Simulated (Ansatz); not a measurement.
**Al: band-structure calculation**

- system: Al (Fd-3m, 2 atoms in the cell)
- method: DFT, PBEsol, all-electron LAPW, scalar-relativistic, no spin polarisation (Ansatz 0.2.0)

It belongs to a series of runs on one base structure; here: functional pbesol. Figures and captions count atoms from 1; the log counts them from 0 in places.

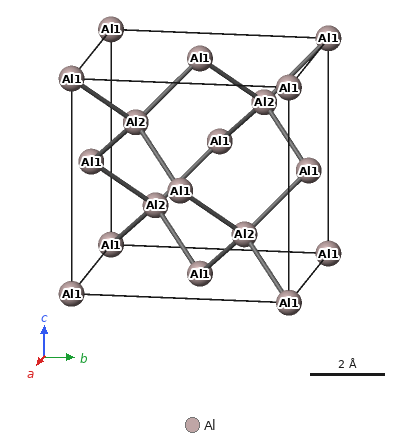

**Figure 1.** The structure as given in the input (ball-and-stick view of the cell 4 times as large as that of the calculation, set on its symmetry axes, seen slightly off an axis; atoms are numbered from 1 in the order of the input).

## Input
```yaml
crystal:
  lattice:
    - [0.0, 3.0233478945, 3.0233478945]
    - [3.0233478945, 0.0, 3.0233478945]
    - [3.0233478945, 3.0233478945, 0.0]
  atoms:
    - { symbol: Al, position: [0.0, 0.0, 0.0] }
    - { symbol: Al, position: [0.25, 0.25, 0.25] }
kpoints:
  mp_grid: { grid: [9, 9, 9] }
  band_path:
    path:
      - [0.0, 0.0, 0.0]
      - [0.5, 0.0, 0.5]
      - [0.625, 0.25, 0.625]
      - [0.375, 0.375, 0.75]
      - [0.0, 0.0, 0.0]
      - [0.5, 0.5, 0.5]
      - [0.5, 0.25, 0.75]
      - [0.5, 0.0, 0.5]
    npoints: 5
scf:
  occupations: { method: fermi_dirac, width: 0.08 }
hamiltonian:
  xc: pbesol
  pseudopotentials: { kind: all_electron, lapw: { basis_error: 0.00025 } }
output:
  forces: true
  stress: true
  eigenvalues: true
```

Launch command:
```bash
ansatz run input.yaml --threads 1 --pin off --max-ram 2048MiB --backend cpu --events-out ev --progress --plain --runs-dir out
```

## Output
```
LAPW: plane waves up to 7.448 Å⁻¹, error target 2.5e-4 eV per atom; small_component_spin mean_spin; Al in spheres of 1.309 Å, 11 of its electrons in bands, Dirac shells [] (how accurate: hamiltonian.pseudopotentials.lapw.basis_error, Limitations)
Engine: ansatz 0.2.0, x86_64-unknown-linux-gnu
Pseudopotentials: kind: all_electron
Pseudopotential: Al, LAPW, valence charge 11, lapw/all_electron/scalar/gaussian/Al, Koelling and Harmon's equation, gaussian nucleus
Functional definition: PBEsol
  exchange = pbesol_x
  correlation = pbesol_c
Crystal: 2 atoms, lattice volume = 55.271 Å³
Basis set: ecut = 211.37255589723634 eV, 387 PW (Γ), exchange–correlation at level 2
Bands: 15, of which v1, the nominal top of the filled ones, is band 11 counted from 1 (10 counted from 0)
Symmetry: 48 space group operations
Space group: Fd-3m (ITA 227), of the structure as read, at distance tolerance 3.8e-5 Å
k-points: 35 of 729
Non-local potential: Al, projectors of the file, none
Initial density: superposition of atomic densities (chi_scale 0.1, normalization cell)
Initial wavefunctions: plane waves of lowest kinetic energy (no species holds an atomic orbital)
Functional: x = pbesol(κ = 0.804, μ = 0.12345679012345678), c = pbesol(β = 0.046)
iter 1 solved again at ethr=3.81e-4 eV; its pass at ethr=1.00e-1 eV (dr2=8.38e-2 eV) is discarded
SCF iter   1: F=—  HF=-13187.499046 eV  |F-HF|=—  |Δ(HF+E_count)|=         —  Δρ=1.33e-2  dr2=8.41e-2  ethr=3.81e-4  ⟨swp⟩=3.0  Hψ=3765  notcnv=0
preconditioner: auto → Kerker (q_TF=auto, 2.340 Å⁻¹)  [metal: Δε(μ)=0.075 eV  Ē_g=6.880 eV  σ=0.080 eV  W_gap=0.23  n_scr=14 (ndim 8)  ℏωp=12.2 eV  f_vac=0.000  D(μ)=1.54/eV (n_scr^D=14)]
SCF iter   2: F=—  HF=-13187.498918 eV  |F-HF|=—  |Δ(HF+E_count)|=   1.28e-4  Δρ=8.83e-3  dr2=4.44e-2  ethr=3.81e-4  ⟨swp⟩=2.0  Hψ=1386  notcnv=0
iter 3 solved again at ethr=1.60e-5 eV; its pass at ethr=2.02e-4 eV (dr2=3.53e-3 eV) is discarded
SCF iter   3: F=—  HF=-13187.496021 eV  |F-HF|=—  |Δ(HF+E_count)|=   2.90e-3  Δρ=1.61e-3  dr2=3.51e-3  ethr=1.60e-5  ⟨swp⟩=2.0  Hψ=2446  notcnv=0
SCF iter   4: F=—  HF=-13187.495202 eV  |F-HF|=—  |Δ(HF+E_count)|=         —  Δρ=6.08e-4  dr2=4.73e-4  ethr=1.59e-5  ⟨swp⟩=2.0  Hψ=1386  notcnv=0
the basis was enlarged: its passes take 275.5 KiB over the memory plan, 1 of 1 planned eigensolver slots
SCF iter   5: F=—  HF=-13187.495115 eV  |F-HF|=—  |Δ(HF+E_count)|=   8.70e-5  Δρ=2.76e-4  dr2=6.06e-5  ethr=2.15e-6  ⟨swp⟩=2.0  Hψ=1386  notcnv=0
SCF iter   6: F=—  HF=-13187.495144 eV  |F-HF|=—  |Δ(HF+E_count)|=   2.95e-5  Δρ=4.43e-5  dr2=1.52e-6  ethr=2.75e-7  ⟨swp⟩=2.9  Hψ=1430  notcnv=0
SCF iter   7: F=-13187.495145 eV  HF=-13187.495145 eV  |F-HF|=1.08e-8  |Δ(HF+E_count)|=   7.42e-7  Δρ=4.91e-6  dr2=7.86e-9  ethr=6.92e-9  ⟨swp⟩=3.0  Hψ=1501  notcnv=0
SCF 1 converged in 7 iterations: F = -13187.495145 eV  dr2 = 7.86e-9
```

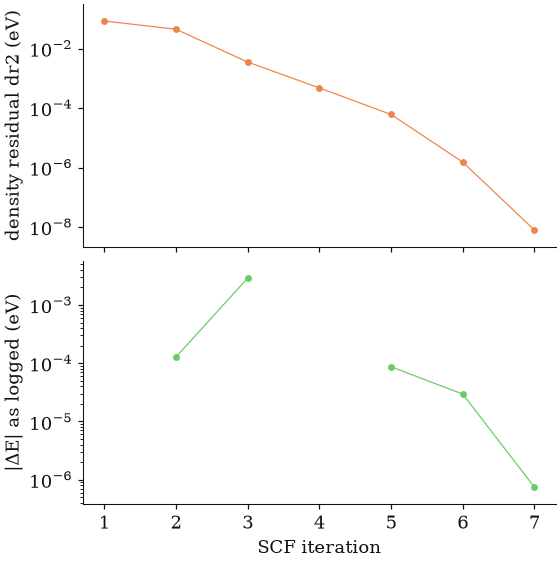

**Figure 2.** Convergence of the self-consistent field: density residual dr2 and size of the energy change against the SCF iteration. The residual falls at every step.

```
NSCF: frozen V_eff on 36 k-points
SCF converged after 7 iterations
Free energy (F): -13187.495145 eV
Harris-Foulkes:  -13187.495145 eV  (|F-HF|=1.08e-8)
Internal energy: -13187.462583 eV  (E = F + TS)
E sigma→0 (E₀):  -13187.478864 eV
Entropy (-TS):   -0.032562 eV (-16.281 meV/atom)
Fermi energy:    3.819291 eV
--- Per-component energies (eV) ---
  E_band       = -1116.849361
  E_kinetic    = 13210.652822
  E_xc         = -983.581488
  E_electrostatic = -25414.533916  (all electrons and nuclei)
  E_smearing   = -0.032562  (= −TS)
  E_closure    = 0.000000  (closes the sum)
  E_atoms      = -13180.977686  (free atoms, spherical and without spin; not in F)
  Σ components = -13187.495145   (vs F -13187.495145, Δ=0.00e0)
  Basis errors (estimates in eV, not in F): energy 1.1e-4 per atom: plane waves 1.0e-4 (6.0e-5 summed), levels above the bands 1.0e-30, relativity 2.1e-9, radial functions 8.8e-6, core shells 2.6e-15; eigenvalues (radial functions only) 2.2e-7; not estimated: angular momenta, meshes, grids; target (lapw.basis_error) 2.5e-4; muffin-tin radii Al 1.309 Å
--- Forces (eV/Å), atoms counted from 1 ---
  atom   1  Al    -0.00000000    -0.00000000     0.00000000
  atom   2  Al    -0.00000000     0.00000000    -0.00000000
  max |Σ_I F_I| component: 1.85e-17 eV/Å
--- Stress (GPa, compression-positive) ---
       -1.021980       0.000000       0.000000
        0.000000      -1.021980      -0.000000
        0.000000      -0.000000      -1.021980
  P = ⅓ Tr σ = -1.0220 GPa (-10.220 kbar)
--- Band table (eV; the first three rows and the last of 35) ---
  k-point 0: bands = ["-98.7999", "-98.7931", "-60.4852", "-60.4852", "-60.4852", "-60.4669", "-60.4669", "-60.4669", "-4.0420", "5.9260", "5.9260", "5.9260", "7.7483", "7.7483", "7.7483"]
  k-point 1: bands = ["-98.7997", "-98.7932", "-60.4854", "-60.4854", "-60.4850", "-60.4671", "-60.4667", "-60.4667", "-3.9061", "4.7684", "5.7072", "5.7072", "7.8009", "8.0641", "8.0641"]
  k-point 2: bands = ["-98.7993", "-98.7936", "-60.4858", "-60.4858", "-60.4845", "-60.4676", "-60.4663", "-60.4663", "-3.5052", "3.0056", "5.3415", "5.3415", "7.4748", "8.4707", "8.4707"]
  k-point 34: bands = ["-98.7969", "-98.7960", "-60.4882", "-60.4878", "-60.4776", "-60.4745", "-60.4643", "-60.4640", "-0.8689", "0.1051", "2.2439", "2.8098", "8.6059", "8.6432", "9.4403"]
```

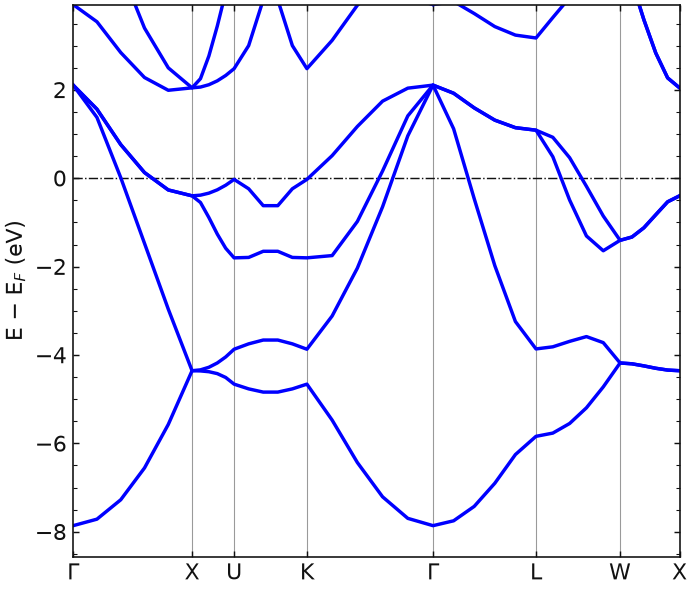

**Figure 3.** Band structure along Γ–X–U–K–Γ–L–W–X, with energies from the Fermi level. Bands cross the Fermi level: a metal at this level of theory.

## Results in brief

| quantity | value |
| --- | --- |
| outcome | converged |
| space group (tolerance 0.01 Å) | Fd-3m (227) |
| electrons in bands (core shells apart) | 22 |
| free energy | −13187.4951 eV |
| Fermi energy | 3.819 eV |
| pressure | −1.02 GPa |
| electronic character | metal |
| largest force (length of the vector) | under 0.001 eV/Å |
| hardware | 1 thread of an x86-64 CPU, shared host |
| wall time | 5.8 s |
| peak memory | 0.28 GiB |
